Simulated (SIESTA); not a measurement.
System: Si (space group I4_1/amd).

Computed with SIESTA 5.4.2: DFT in numerical atomic orbitals with pseudopotentials, no spin polarisation; energies at scaled volumes of the given cell, shape and fractions fixed, counted from the fit's minimum, third-order Birch-Murnaghan fit. All runs: no spin polarisation.

| setting | value |
| --- | --- |
| k mesh | 11×11×11 |
| occupations | Fermi–Dirac |
| smearing width | 0.05 eV |
| potentials | PseudoDojo 0.4 standard, converted to PSML, two zetas on semicore shells |

Predict the pressure against volume, with one curve for each functional. The cases: PBEsol; LDA.

The fitted equilibrium volumes, smallest first, are LDA 14.932, PBEsol 15.164 Å³/atom. The fitted bulk moduli, smallest first, are PBEsol 110.2, LDA 110.9 GPa. For PBEsol, the pressure falls from 10.03 GPa at volume 14.053 Å³/atom to −4.36 GPa at 15.847 Å³/atom, and changes sign near 15.17 Å³/atom. For LDA, the pressure falls from 7.77 GPa at volume 14.053 Å³/atom to −5.71 GPa at 15.847 Å³/atom, and changes sign near 14.93 Å³/atom.

PBEsol:
| volume (Å³/atom) | pressure (GPa) |
| --- | --- |
| 14.053 | 10.03 |
| 14.352 | 6.94 |
| 14.651 | 4.12 |
| 14.950 | 1.63 |
| 15.249 | −0.59 |
| 15.548 | −2.58 |
| 15.847 | −4.36 |

LDA:
| volume (Å³/atom) | pressure (GPa) |
| --- | --- |
| 14.053 | 7.77 |
| 14.352 | 4.84 |
| 14.651 | 2.22 |
| 14.950 | −0.12 |
| 15.249 | −2.21 |
| 15.548 | −4.06 |
| 15.847 | −5.71 |

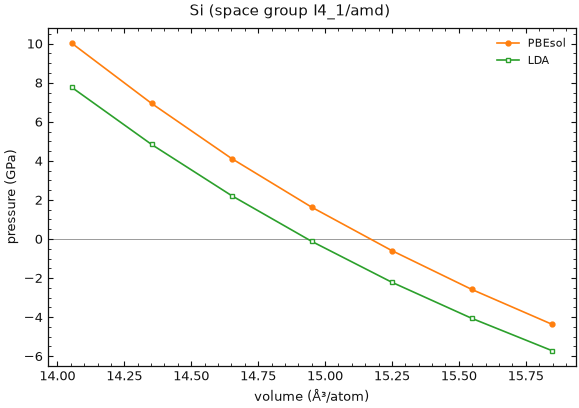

Limits of the calculation: mulliken charges of long orbitals; shape and atomic fractions are frozen while scaling, which makes layered, chain and framework solids too stiff.
